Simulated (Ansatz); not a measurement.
NaHF2 (space group R-3m, No. 166): a calculation's input that goes back to an entry of the Crystallography Open Database (an earlier step may have relaxed or displaced it).

```cif
data_structure
_symmetry_space_group_name_H-M 'R-3m:H'
_symmetry_Int_Tables_number 166
_cell_length_a 3.3461
_cell_length_b 3.3461
_cell_length_c 13.5647
_cell_angle_alpha 90.000
_cell_angle_beta 90.000
_cell_angle_gamma 120.000
_cell_volume 131.53
loop_
_atom_site_label
_atom_site_type_symbol
_atom_site_symmetry_multiplicity
_atom_site_Wyckoff_symbol
_atom_site_fract_x
_atom_site_fract_y
_atom_site_fract_z
_atom_site_occupancy
Na1 Na 3 a 0.00000 0.00000 0.00000 1
H1 H 3 b 0.33333 0.66667 0.16667 1
F1 F 6 c 0.33333 0.66667 0.08287 1
```

Describe the stacking along c, with columns A (0, 0), B (1/3, 2/3), C (2/3, 1/3) of the hexagonal mesh.

Na(A) – F(B) – H(B) – F(B) – Na(C) – F(A) – H(A) – F(A) – Na(B) – F(C) – H(C) – F(C) (twelve layers in 13.56 Å).

F layers alone: BBAACC, a sequence in which some neighbouring layers lie directly above each other.

H: three linear sites; Na: three octahedral sites, counted in one hexagonal cell.

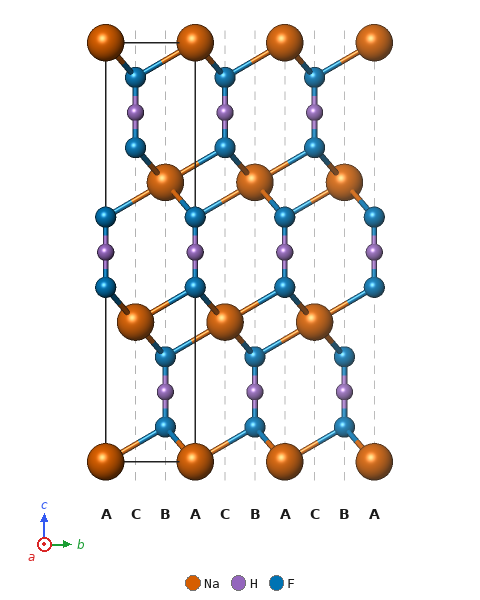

The picture looks along a close-packed row of the hexagonal mesh; c points upwards. The dashed lines mark the three columns A (0, 0), B (1/3, 2/3) and C (2/3, 1/3). The sequence starts with the first layer at or above the cell's origin.
